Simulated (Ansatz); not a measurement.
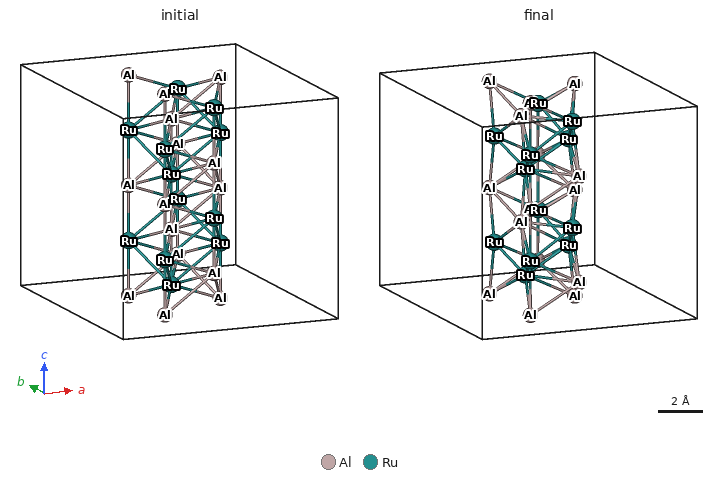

The structure of a wire of composition AlRu before (left) and after (right) a relaxation, at one scale.

The picture is a ball-and-stick view of the 2 repeat of the cell, with the vacuum cut short, seen slightly off an axis.

Case: wire along [1 1 1], 12 atoms a period.

Method: DFT PBEsol, scalar-relativistic, plane waves, PAW (Ansatz). Settings: plane-wave cutoff 420 eV; k-point mesh 1 × 1 × 11; occupations gaussian; smearing width 0.05 eV; no spin polarisation; cell relaxed at fixed a, b, alpha, beta, gamma; force threshold 0.02 eV/Å; at most 45 steps.

### Summarise the run.

Over 8 accepted moves (10 points after the start) the energy falls by 2.362 eV per cell of the calculation. Largest force component: 1.8 eV/Å at the start, 0.016 eV/Å at the end. The line search rejected the trial step at point 6 of the run. At 1 point the geometry stayed and the basis and grid were re-selected for the new cell (energy shift of 1.9 meV per cell of the calculation at most each time). The atom that moves furthest relative to the centre of the atoms is an Al atom (0.68 Å). Largest moves by element: Al 0.68 Å, Ru 0.55 Å. Along the periodic axis the drawn cell goes c 10.311 → 9.917 Å (−3.8 %). Some distances before and after: Ru–Ru 2.976 → 2.454 Å, Ru–Ru 2.976 → 2.527 Å, Al–Ru 2.578 → 2.906 Å, Al–Al 2.976 → 2.694 Å. Among the angles between lasting bonds that change: Al–Ru–Al 70.5° → 100.7°, Al–Ru–Al 109.5° → 130.0°, Ru–Al–Ru 180.0° → 165.2°.

Limits of the set-up: the k-point mesh is coarse for a cell with partly filled bands.
